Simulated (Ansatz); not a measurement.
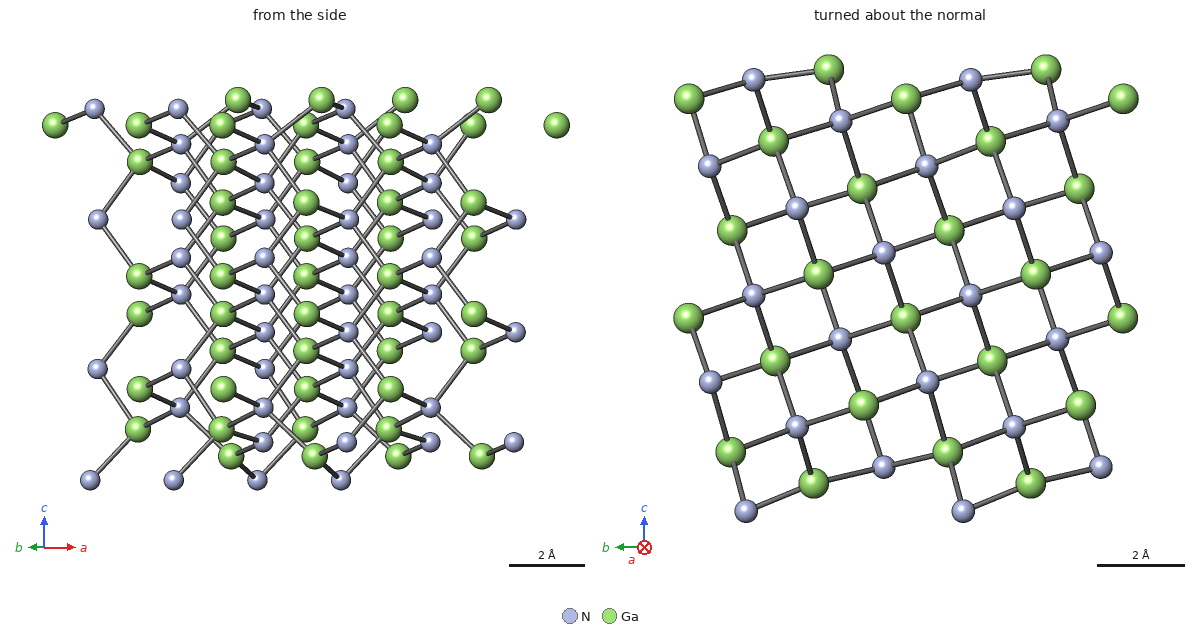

A ball-and-stick picture of a periodic slab, seen from the side and turned about the normal. The surface normal points up in side views; the vacuum is left out. 2×2 cells are drawn in the plane, with atoms at the edges repeated.

The cell holds 11 Ga, 11 N. The slab was cut from bulk GaN (F-43m).

Question: Name the terminations.

Answer: The top face ends in Ga and N, the bottom face in N. The faces differ, so the slab can carry a dipole.

Question: What is its extent along the surface normal?

Answer: About 10 Å from the lowest to the highest atom.

Question: Which (hkl) is this?

Answer: (2 1 0).

The calculation used DFT PBEsol, scalar-relativistic, plane waves, PAW in Ansatz 0.2.0, with plane-wave cutoff 420 eV, a 7×5×1 mesh of k-points, Gaussian smearing of 0.05 eV, no spin polarisation.

Question: What is the work function on either side?

Answer: 5.00 eV at the top and 6.39 eV at the bottom.

Its origin is a structure listed in the Materials Project, from which a slab was cut. The atoms were relaxed in a fixed cell with DFT PBEsol, scalar-relativistic, plane waves, PAW in Ansatz 0.2.0.
